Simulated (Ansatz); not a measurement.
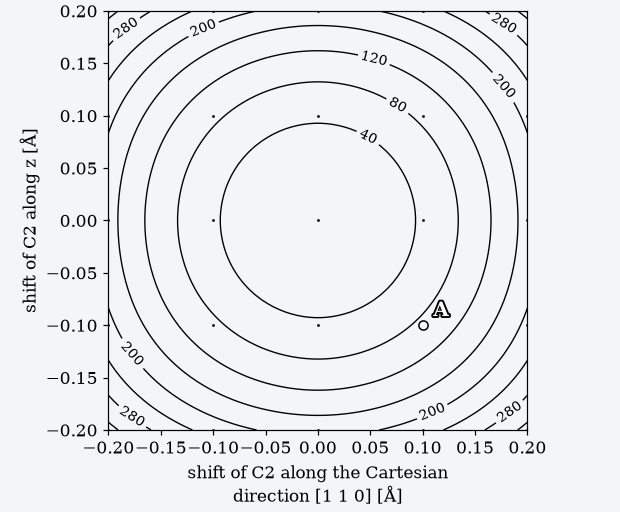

TiC (Fm-3m, No. 225; 2 atoms in the cell). 
- Atom C2 is moved over a plane while all other atoms and the cell stay fixed (its periodic images move with it) (x, y and z along the cube axes).
- First axis: shift of C2 along the Cartesian direction [1 1 0]. Second axis: shift of C2 along z.
- Grid: 5 × 5 points; 9 points were computed and 16 follow by symmetry.
- Points are written as (first, second).
- Energies: meV per cell, counted from the lowest grid point.
- The reference cell is the one listed in the database, not relaxed at this level.
- Method: DFT PBE, scalar-relativistic, plane waves, PAW (Ansatz). Settings: cutoff 420 eV, k-mesh 18×18×18, gaussian smearing 0.15 eV, no spin polarisation.

The picture shows contour lines labelled in meV, dots at the grid points, the point A. Between grid points the surface is interpolated.

> Which way does the force act at A, and how strong is it?

A, at (0.1 Å, −0.1 Å), is not a stationary point. The computed force is 1.2 eV/Å in the plane, pointing up and left in the picture (components −0.8 and 0.9 eV/Å).
